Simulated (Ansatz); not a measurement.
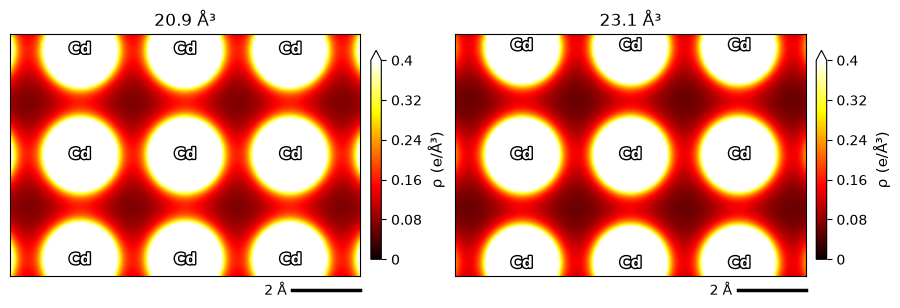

Cd. The valence electron density of cells scaled evenly to different volumes (given per atom above each panel), on the (110) plane of each (indices in the axes of the cell below), at one length scale and on one colour scale.

A structure from a database of computed crystals, not necessarily the ambient phase.

Method: Kohn-Sham DFT of a periodic cell, PBE, Ansatz PAW in Ansatz.

The largest cell:

```
Cd
1.0
     0.00000    2.26165    2.26165
     2.26165    0.00000    2.26165
     2.26165    2.26165    0.00000
Cd
1
Direct
  0.00000 0.00000 0.00000
```

| volume (Å³/atom) | Cd–Cd contact in the plane (Å) | ρ at its midpoint (e/Å³) | pressure (GPa) | 
| --- | --- | --- | --- |
| 20.95 | 3.095 | 0.163 | 4.7 | 
| 21.83 | 3.137 | ? | ? | 
| 23.14 | 3.198 | 0.137 | −0.5 | 

> What values belong in the row with question marks?

Over the known rows ln ρ falls by 1.69 per Å of Cd–Cd distance (the line through the two), which gives 0.152 e/Å³ at 3.137 Å; the calculation gives 0.152 e/Å³. For the pressure, a straight line in volume between the neighbouring rows gives 2.6 GPa; the calculation gives 2.3, lower because pressure rises ever faster on compression.
